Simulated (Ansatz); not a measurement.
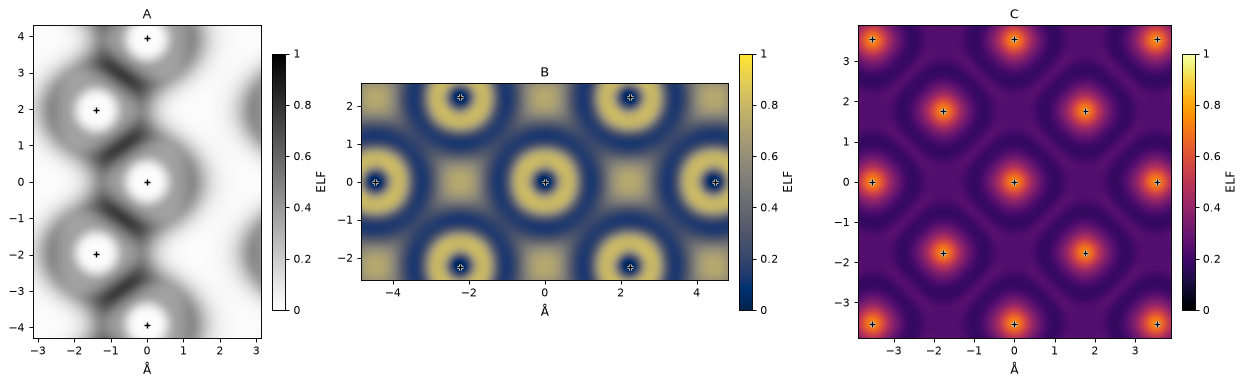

The electron localisation function of 3 systems, each on a plane through atoms (crosses mark nuclei in the plane).

Theory: DFT, PBE, PAW with Ansatz's default frozen-core files, scalar-relativistic (Ansatz).

System 1: Ge, the (110) plane of the conventional cell. Space group Fd-3m; computed pressure about 7 GPa in this cell.

System 2: Ni, the (010) plane of the conventional cell. Space group Fm-3m; computed pressure about −3 GPa in this cell; spin-polarised.

```
Ni
1.0
     3.53590    0.00000    0.00000
     0.00000    3.53590    0.00000
     0.00000    0.00000    3.53590
Ni
4
Direct
  0.00000 0.00000 0.00000
  0.50000 0.50000 0.00000
  0.50000 0.00000 0.50000
  0.00000 0.50000 0.50000
```

System 3: Zr, the (100) plane of the conventional cell. Space group Fm-3m; computed pressure about 3 GPa in this cell.

```cif
data_structure
_symmetry_space_group_name_H-M 'P 1'
_symmetry_Int_Tables_number 1
_cell_length_a 4.4797
_cell_length_b 4.4797
_cell_length_c 4.4797
_cell_angle_alpha 90.000
_cell_angle_beta 90.000
_cell_angle_gamma 90.000
_cell_volume 89.90
loop_
_atom_site_label
_atom_site_type_symbol
_atom_site_fract_x
_atom_site_fract_y
_atom_site_fract_z
_atom_site_occupancy
Zr1 Zr 0.00000 0.00000 0.00000 1
Zr2 Zr 0.50000 0.50000 0.00000 1
Zr3 Zr 0.50000 0.00000 0.50000 1
Zr4 Zr 0.00000 0.50000 0.50000 1
```

Match each panel to its system.

Answer. Panel A is system 1, Ge: the plane holds Ge. Ge–Ge (2.42 Å): the ELF peaks at about 0.75 between the atoms (a shared electron pair). Panel B is system 3, Zr: the plane holds Zr. Zr–Zr (3.17 Å): the ELF is about 0.20 at the midpoint (no shared electron pair shows on this line). Panel C is system 2, Ni: the plane holds Ni. Ni–Ni (2.50 Å): the ELF is about 0.25 at the midpoint; no localised pair shows between them.
